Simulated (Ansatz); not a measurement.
```
I K
1.0
     7.06555    0.00000    0.00000
     0.00000    7.06555    0.00000
     0.00000    0.00000    7.06555
I K
4 4
Direct
  0.50000 0.00000 0.00000
  0.00000 0.50000 0.00000
  0.00000 0.00000 0.50000
  0.50000 0.50000 0.50000
  0.00000 0.00000 0.00000
  0.50000 0.50000 0.00000
  0.50000 0.00000 0.50000
  0.00000 0.50000 0.50000
```

Space group Fm-3m.

Computed with Kohn-Sham DFT of a periodic cell, r2SCAN, Ansatz PAW in Ansatz.

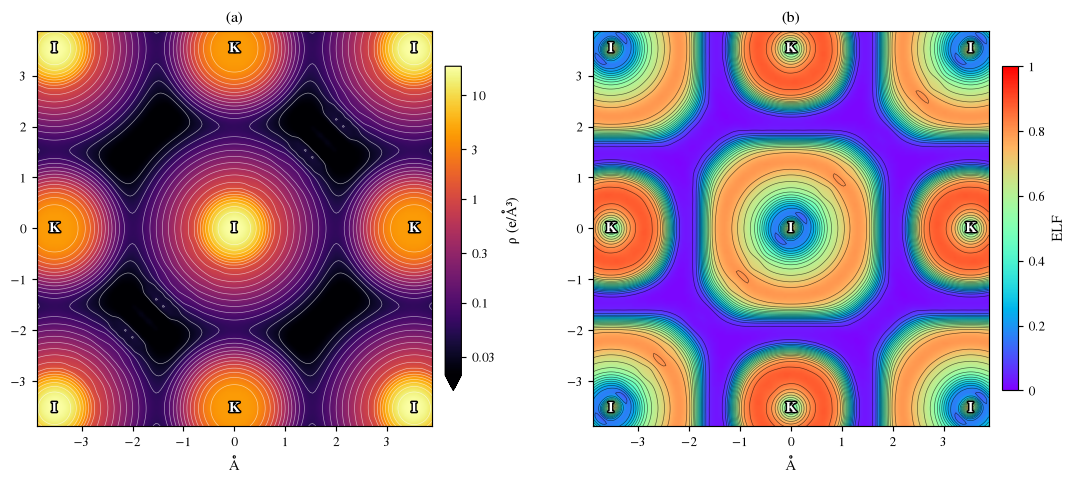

KI. (a) valence electron density; (b) ELF on the (010) plane of the conventional cell.

Core electrons are frozen (PAW), and the valence fields are smoothed inside the atomic spheres.

> Describe what can be read from this map.

- The plane passes through I and K nuclei.
- K–I (3.53 Å): the density is about 0.08 e/Å³ at the midpoint, with its minimum of 0.06 e/Å³ about 1.5 Å from K; the ELF peaks at about 0.80 in the valence shell of I, 1.3 Å from its nucleus, and drops to about 0 between the two atoms; an ionic contact with no shared pair.
- Between the atoms the lowest density in this plane is 0.009 e/Å³.
- The features right at K lie inside the PAW spheres, where the map follows smoothed inner orbitals and isn't to be read closely.
